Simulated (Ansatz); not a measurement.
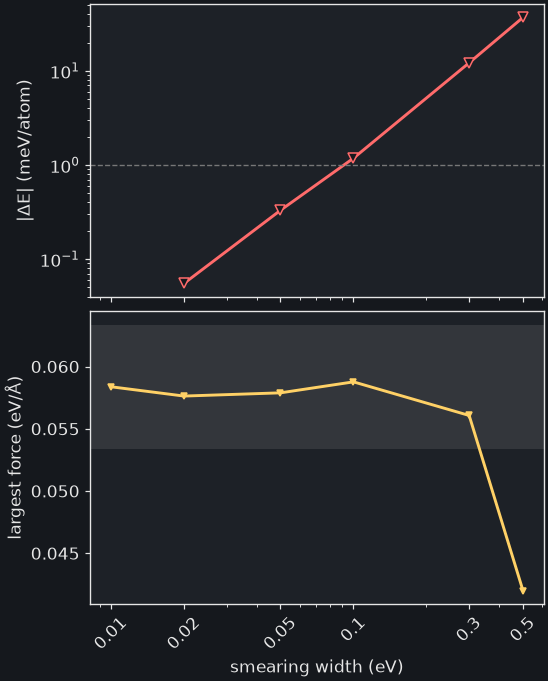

Scan of the smearing width.
System: AlNi2 (P-3m1, 6 atoms in the cell).
Method: DFT PBEsol, scalar-relativistic, plane waves, PAW (Ansatz); cutoff 420 eV, 12×12×8 k-mesh, no spin polarisation, Gaussian smearing.
ΔE is the free energy less its value at the smallest setting, 0.01 eV.
Dashed lines or grey bands mark the tolerance: 1 meV/atom and 0.005 eV/Å.
On logarithmic panels, open markers lie below the reference value and filled ones above.

### What is enough for the free energy to 1 meV/atom?

The free energy is within 1 meV/atom of the smallest setting's value from 0.05 eV down. It is off by 37 meV/atom at 0.5 eV, 12 meV/atom at 0.3 eV and 1.2 meV/atom at 0.1 eV (always below it). The free energy falls with the width because it holds the −TS term of the fractional occupations.

### And the largest force, to 0.005 eV/Å?

The largest force is within 0.005 eV/Å of the smallest setting's value from 0.3 eV down. It is 0.042 eV/Å at 0.5 eV and 0.058 eV/Å at 0.01 eV.
